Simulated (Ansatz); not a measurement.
System: Ru, space group Fd-3m (No. 227).

Structure:
```
Ru
1.0
     0.00000    2.72699    2.72699
     2.72699    0.00000    2.72699
     2.72699    2.72699    0.00000
Ru
2
Cartesian
  0.0000 0.0000 0.0000
  1.3635 1.3635 1.3635
```

Input of one of the runs behind the figure:
```
crystal:
  lattice:
    - [0.0, 2.7269856412, 2.7269856412]
    - [2.7269856412, 0.0, 2.7269856412]
    - [2.7269856412, 2.7269856412, 0.0]
  atoms:
    - { symbol: Ru, position: [0.0, 0.0, 0.0] }
    - { symbol: Ru, position: [0.25, 0.25, 0.25] }
kpoints:
  mp_grid: { grid: [10, 10, 10] }
  band_path:
    path:
      - [0.0, 0.0, 0.0]
      - [0.5, 0.0, 0.5]
      - [0.625, 0.25, 0.625]
      - [0.375, 0.375, 0.75]
      - [0.0, 0.0, 0.0]
      - [0.5, 0.5, 0.5]
      - [0.5, 0.25, 0.75]
      - [0.5, 0.0, 0.5]
    npoints: 14
scf:
  occupations: { method: fermi_dirac, width: 0.03 }
hamiltonian:
  xc: pbe
  pseudopotentials: { kind: all_electron, lapw: { basis_error: 0.0005 } }
output:
  forces: true
  stress: true
  eigenvalues: true
  populations: true
  dos: { projected: true, de: 0.2, e_range: [-14, 8] }
```

Launched with:
```bash
ansatz run input.yaml --threads 1 --pin off --max-ram 2048MiB --backend cpu --events-out ev --progress --plain --runs-dir out
```

Calculation (Ansatz 0.2.0): periodic Kohn-Sham DFT of a crystal at fixed atoms, scaled to the stated factor times the given cell; pressure positive in compression, energy less spherical unpolarised free atoms. Level: PBE.

```json
{"setting": "method", "value": "all-electron LAPW"}
{"setting": "relativity", "value": "scalar"}
{"setting": "k mesh", "value": "10×10×10"}
{"setting": "occupations", "value": "Fermi–Dirac"}
{"setting": "smearing width", "value": "0.03 eV"}
{"setting": "basis error target", "value": "0.5 (meV/atom)"}
{"setting": "nucleus", "value": "Gaussian"}
```

V(given) is 20.28 Å³/atom.

Describe the result: the energy less free atoms and pressure against V/V(given). The V/V(given) takes the values 0.941, 0.980, 1.000, 1.020, 1.060.

A third-order Birch–Murnaghan fit gives V0 = 20.28 Å³/atom, B0 = 164 GPa and B′ = 4.6. The energy less free atoms is −8.0164 eV/atom at V/V(given) 0.941 and −8.0246 eV/atom at 1.060; the lowest computed point is at V/V(given) 1.000 (−8.0578 eV/atom). The pressure falls from 11.6 GPa at V/V(given) 0.941 to −8.3 GPa at 1.060, and changes sign near 1.000.

```json
{"V/V(given)": "0.941", "energy less free atoms (eV/atom)": "-8.0164", "pressure (GPa)": "11.6"}
{"V/V(given)": "0.980", "energy less free atoms (eV/atom)": "-8.0534", "pressure (GPa)": "3.5"}
{"V/V(given)": "1.000", "energy less free atoms (eV/atom)": "-8.0578", "pressure (GPa)": "0.0"}
{"V/V(given)": "1.020", "energy less free atoms (eV/atom)": "-8.0539", "pressure (GPa)": "-3.1"}
{"V/V(given)": "1.060", "energy less free atoms (eV/atom)": "-8.0246", "pressure (GPa)": "-8.3"}
```

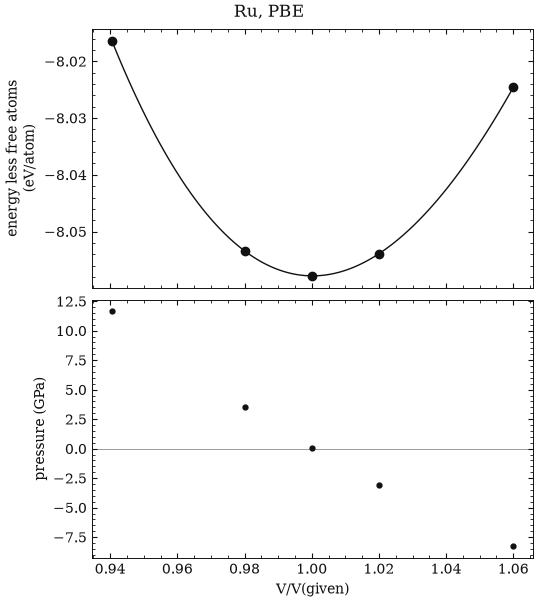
